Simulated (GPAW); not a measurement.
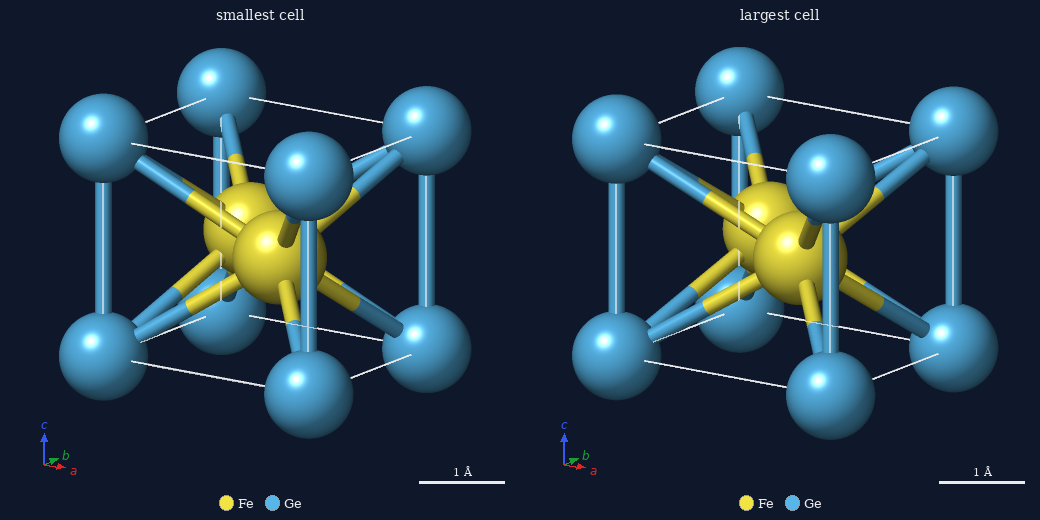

Fe2Ge, AlB₂ type, space group P6/mmm (No. 191), relaxed (cell and atoms, zero pressure) with five choices of dispersion term on top of PBEsol; the smallest and the largest of the relaxed conventional cells are drawn to one scale (sticks follow a distance rule). The start was a structure listed in the Materials Project. It needn't be the stable form of this composition.

Alike in all runs: GPAW 26.7.0; functional PBEsol; potentials PAW data sets generated in the run's folder for this functional; cutoff 600 eV; k mesh 5 × 5 × 7 on the run's cell of 3 atoms; occupations fermi-dirac, width 0.05 eV; collinear spin, ferromagnetic start; no spin-orbit coupling. All runs are metallic.

| level | volume (Å³/atom) | a (Å) | c (Å) | moment (μB/atom) |
| --- | --- | --- | --- | --- |
| D3(BJ) | 11.48 | 3.894 | 2.622 | 0.78 |
| D3 | 12.04 | 4.013 | 2.589 | 1.36 |
| D4 | 12.17 | 4.031 | 2.593 | 1.42 |
| none | ? | ? | ? | ? |
| D3(BJ)-ATM | 12.04 | 4.011 | 2.592 | 1.36 |

Fill in the row of none.

Volume 12.41 Å³/atom; a 4.060 Å; c 2.608 Å; moment 1.48 μB/atom. That is the largest volume of all.

Order the levels by the relaxed volume, smallest first.

D3(BJ) (11.48 Å³/atom), D3 and D3(BJ)-ATM (12.04 Å³/atom), D4 (12.17 Å³/atom), none (12.41 Å³/atom). Rows within a few tenths of a per cent can't be told apart.

Caveat: each step starts from the last one's moments, so a moment once lost doesn't come back; later steps reuse the first step's grids; the relaxed volumes lie -13 to -6 % from the starting cell; pairwise dispersion terms can overbind metals strongly.
